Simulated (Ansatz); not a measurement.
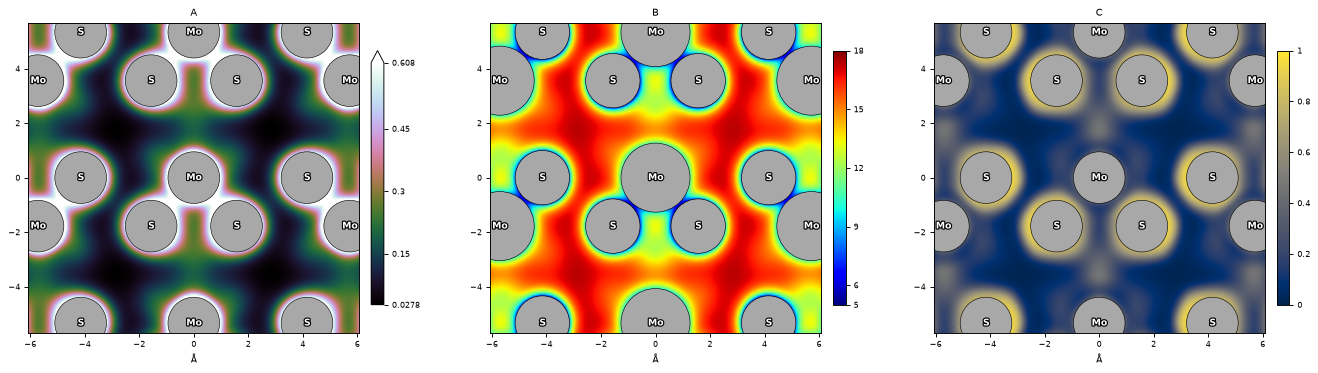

MoS2: 3 fields on the (110) plane of the conventional cell, with unlabelled colour scales. Grey discs cover the atomic cores.

Space group P6₃/mmc; a structure from a database of computed crystals, not necessarily the ambient phase; computed pressure about 8 GPa in this cell; computed without spin polarisation.

Level of theory: DFT PBEsol, scalar-relativistic, plane waves, PAW (Ansatz).

```xyz
6
Lattice="3.0808 0.0000 0.0000 -1.5404 2.6681 0.0000 0.0000 0.0000 11.4359" Properties=species:S:1:pos:R:3 pbc="T T T"
Mo    1.5404    0.8894    2.8590
Mo    0.0000    1.7787    8.5769
S     0.0000    1.7787    4.4250
S     1.5404    0.8894   10.1431
S     0.0000    1.7787    1.2928
S     1.5404    0.8894    7.0109
```

### The panels show electron localisation function, electrostatic potential energy of an electron and valence pseudo-density in some order. Assign them.

Panel A: valence pseudo-density. Panel B: electrostatic potential energy of an electron (low next to the atoms, rising into the space between them). Panel C: electron localisation function. From the grid: Mo–S (2.37 Å): ρ is about 0.64 e/Å³ halfway; the ELF peaks at about 0.85 in the valence shell of S, 0.8 Å from its nucleus, and is about 0.45 at the midpoint.
